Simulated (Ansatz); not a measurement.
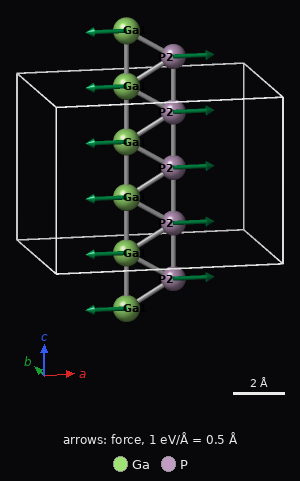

Starting geometry of a wire of composition GaP with the computed forces as green arrows. Style: ball-and-stick. Shown: the 3 repeat of the cell, with the vacuum cut short, slightly off an axis.

Case: strip chain of atoms.

All numbers below come from DFT PBEsol, scalar-relativistic, plane waves, PAW (Ansatz 0.2.0). Set-up: plane-wave cutoff 420 eV; k-point mesh 1 × 1 × 28; occupations gaussian; smearing width 0.05 eV; collinear spin; cell relaxed at fixed a, b, alpha, beta, gamma; force threshold 0.01 eV/Å; at most 45 steps.

**What follows when this structure is relaxed?**

It isn't relaxed: the largest force vector, on P atoms, is 3.36 eV/Å. The atoms end up moving mostly along the starting forces (cosine between the two patterns 1.00). The largest moves relative to the layer's centre, 0.14 Å, are those of Ga1 and P2. By element the largest moves are Ga 0.14 Å, P 0.14 Å. Along the periodic axis the drawn cell goes c 6.740 → 7.316 Å (+8.5 %). Some distances before and after: Ga1–P2 2.214 → 2.501 Å, Ga1–Ga1 2.247 → 2.439 Å, P2–P2 2.247 → 2.439 Å. Bond angles that change, for instance: P2–Ga1–P2 61.0° → 58.4°, Ga1–P2–Ga1 61.0° → 58.4°. The energy falls by 0.660 eV per cell of the calculation in 5 accepted moves (6 points after the start). The largest force component goes from 3.4 to 0.002 eV/Å. The SCF was repeated once at an unchanged geometry on a basis and grid sized afresh for the cell, which shifted the energy by 1.6 meV per cell of the calculation at most. The program noted that the starting moments weren't kept. The run took 23 s on 2 threads of AMD EPYC 9R45 96-Core Processor (Zen 5), on a shared host, peak memory 0.55 GiB.

Limits of the set-up: the k-point mesh is coarse for a cell with partly filled bands.
